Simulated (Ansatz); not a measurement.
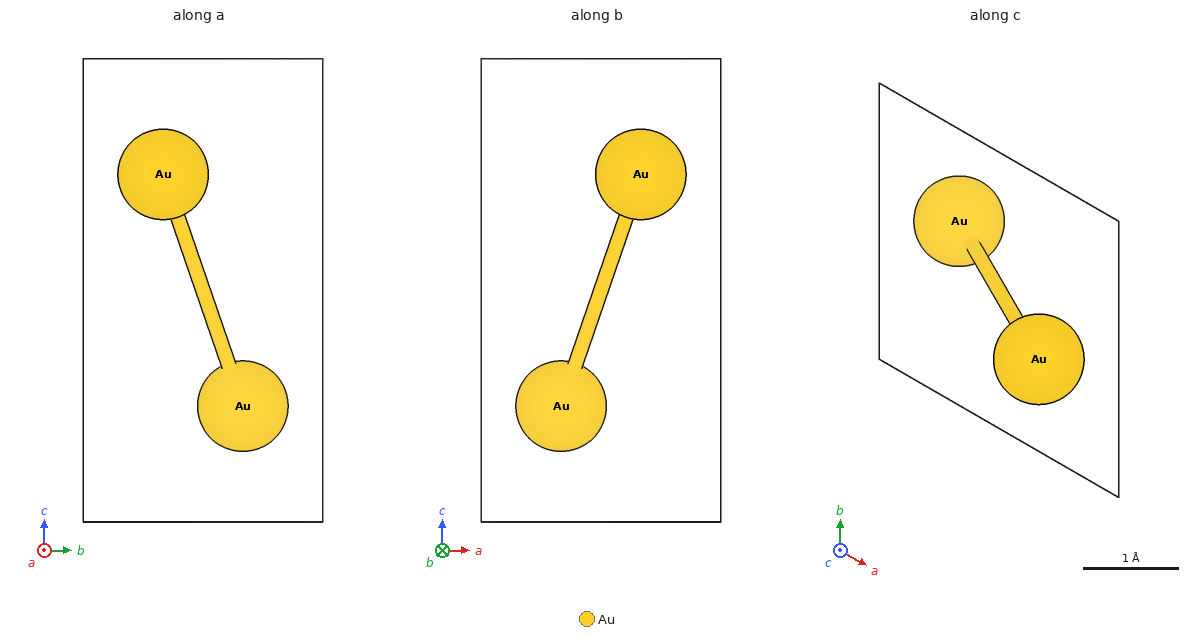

The image is a ball-and-stick drawing of a crystal, viewed along the a axis, along the b axis and along the c axis. Atoms at the boundary of the conventional unit cell (the box) are drawn once for each face, edge or corner they touch.

Lattice parameters: a = 2.9291 Å, b = 2.9291 Å, c = 4.9146 Å, α = 90.000°, β = 90.000°, γ = 120.000°.

> Write down what is shown as a CIF in P1 with every atom of the cell.

```cif
data_structure
_symmetry_space_group_name_H-M 'P 1'
_symmetry_Int_Tables_number 1
_cell_length_a 2.9291
_cell_length_b 2.9291
_cell_length_c 4.9146
_cell_angle_alpha 90.000
_cell_angle_beta 90.000
_cell_angle_gamma 120.000
_cell_volume 36.52
loop_
_atom_site_label
_atom_site_type_symbol
_atom_site_fract_x
_atom_site_fract_y
_atom_site_fract_z
_atom_site_occupancy
Au1 Au 0.3333 0.6667 0.2500 1
Au2 Au 0.6667 0.3333 0.7500 1
```

It derives from a structure type filled with this element by a generator (whether the element takes this form wasn't checked). Earlier steps of the study may have refined or changed the cell and positions. An electronic-structure calculation with Ansatz was run on it.

At this level of theory the cell isn't at rest (stretched, at -5 GPa), so its distances can differ from those at equilibrium, the more so the softer the solid.
